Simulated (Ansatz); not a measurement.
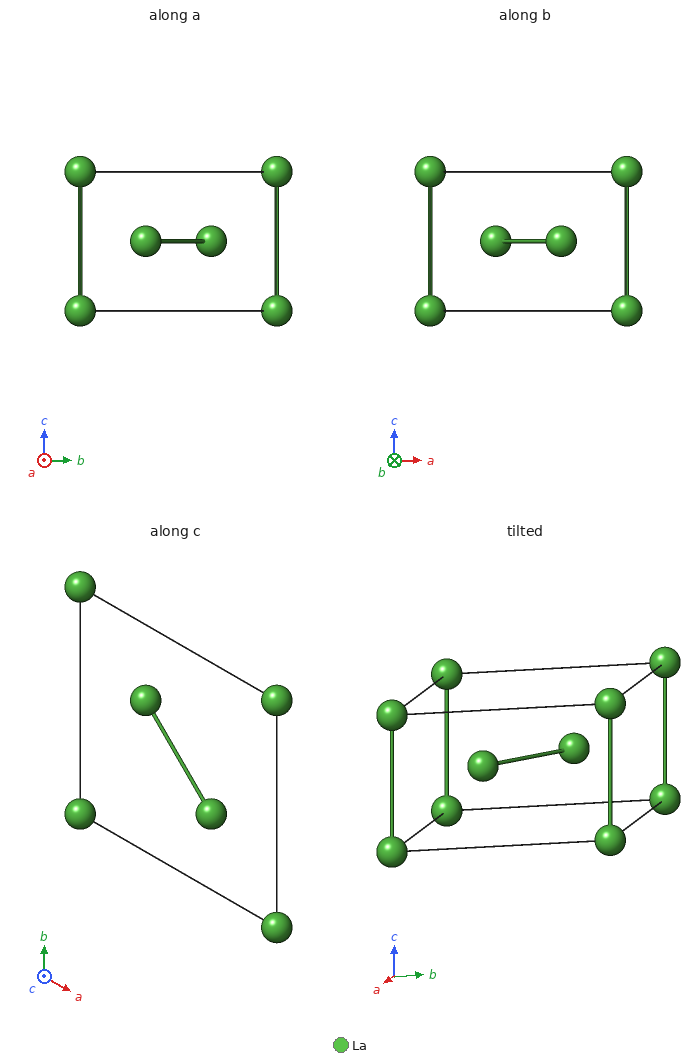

The image is a ball-and-stick drawing of a crystal, viewed along the a axis, along the b axis, along the c axis and slightly off an axis. The lines enclose the conventional unit cell; boundary atoms appear with their images.

Lattice parameters: a = 6.0216 Å, b = 6.0216 Å, c = 3.6902 Å, α = 90.000°, β = 90.000°, γ = 120.000°.

### Give the structure in the form of a CIF with its space group and independent sites.

```cif
data_structure
_symmetry_space_group_name_H-M 'P 6/m m m'
_symmetry_Int_Tables_number 191
_cell_length_a 6.0216
_cell_length_b 6.0216
_cell_length_c 3.6902
_cell_angle_alpha 90.000
_cell_angle_beta 90.000
_cell_angle_gamma 120.000
_cell_volume 115.88
loop_
_atom_site_label
_atom_site_type_symbol
_atom_site_symmetry_multiplicity
_atom_site_Wyckoff_symbol
_atom_site_fract_x
_atom_site_fract_y
_atom_site_fract_z
_atom_site_occupancy
La1 La 1 a 0.0000 0.0000 0.0000 1
La2 La 2 d 0.3333 0.6667 0.5000 1
```

Origin of the cell: a structure type filled with this element by a generator (whether the element takes this form wasn't checked). Earlier steps of the study may have refined or changed the cell and positions. Ansatz was used for an electronic-structure calculation on it.
